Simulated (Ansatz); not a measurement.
Cell and atoms:

```xyz
6
Lattice="2.9714 0.0000 0.0000 0.0000 3.4951 0.0000 0.0000 0.0000 8.4095" Properties=species:S:1:pos:R:3 pbc="T T T"
Ti    0.0000    0.0000    0.0000
Si    1.4857    1.7475    6.9769
Si    0.0000    0.0000    5.6374
Ti    1.4857    1.7475    4.2047
Si    0.0000    0.0000    2.7721
Si    1.4857    1.7475    1.4326
```

**Describe what this structure looks like.**

This is TiSi₂. The symmetry is that of Immm (No. 71), on a body-centred orthorhombic lattice. One cell contains 2 Ti, 4 Si, 6 atoms in all. Around each Ti lie ten Si at 2.70 to 2.77 Å. Not all metal-metal contacts are counted. The bonds build a three-dimensional framework.

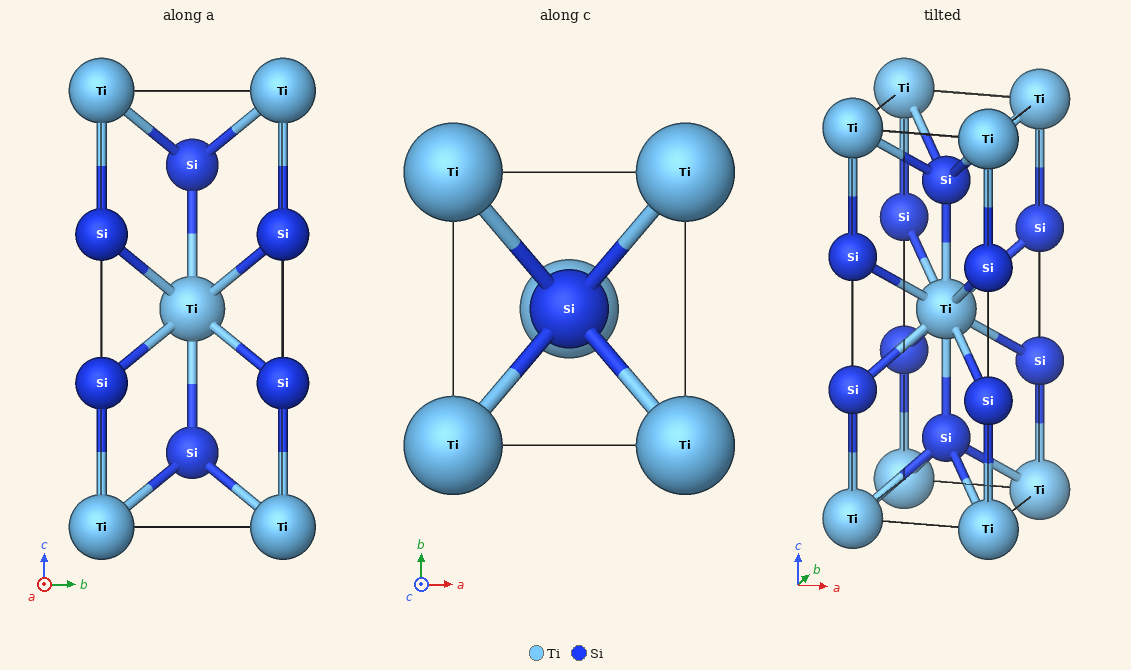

Shown here is a ball-and-stick view of the crystal, taken along the a axis, along the c axis and slightly off an axis. The parallelepiped is the conventional unit cell.

Its origin is a structure listed in the Materials Project. The cell was then strained or its atoms displaced on purpose. A calculation with Ansatz used it as input.
